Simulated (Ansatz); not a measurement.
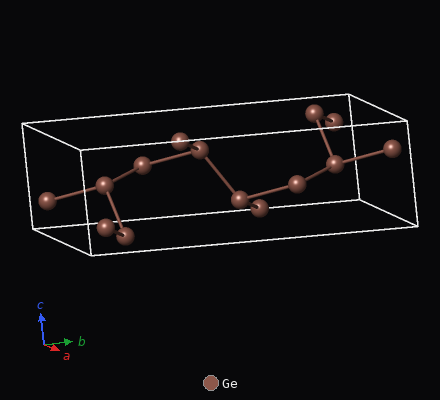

The structure; the drawing may span several cells.

Given this structure, the end point of a relaxation with Ansatz 0.2.0, DFT PBE, scalar-relativistic, plane waves, PAW; the starting structure was generated, so it need not be a known form of this composition, written in its standard cell:

```
Ge
1.0
     5.47043    0.00000    0.00000
     0.00000   13.55196    0.00000
    -1.01661    0.00000    3.89643
Ge
12
Direct
  0.36046 0.17078 0.45507
  0.13954 0.32922 0.54493
  0.86046 0.32922 0.95507
  0.63954 0.17078 0.04493
  0.00000 0.05334 0.25000
  0.50000 0.44666 0.75000
  0.86046 0.67078 0.45507
  0.63954 0.82922 0.54493
  0.36046 0.82922 0.95507
  0.13954 0.67078 0.04493
  0.50000 0.55334 0.25000
  0.00000 0.94666 0.75000
```

What does the kinematic electron diffraction pattern along [10-1] look like at 200 kV (B = 1 Å²)?

The spots form a centred rectangular net whose two shortest vectors correspond to d = 6.78 Å and 2.76 Å, 78.3° apart. They are 0 2 0 and 1 1 1. The pattern has symmetry 2mm. The lattice centring (C) removes all reflections that break h + k = 2n; reflections such as 2 -2 2, 2 2 2, 3 -1 3 are allowed but too weak to see at this display level.

Strongest reflections with d > 0.85 Å, one of each family (|F|² from tabulated Gaussian fits of the electron scattering factors, times a small damping for the curvature of the Ewald sphere):

```csv
hkl,d (Å),I (strongest = 100)
1 5 1,1.953,100
0 8 0,1.694,60
0 6 0,2.259,54
1 1 1,2.758,54
2 0 2,1.408,42
1 3 1,2.390,25
```

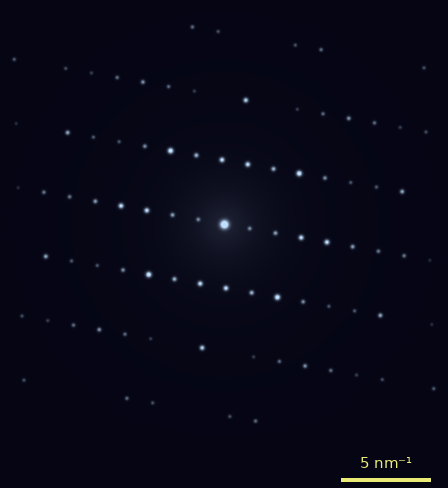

Calculated pattern, seen from the source side with [10-1] pointing towards the source.
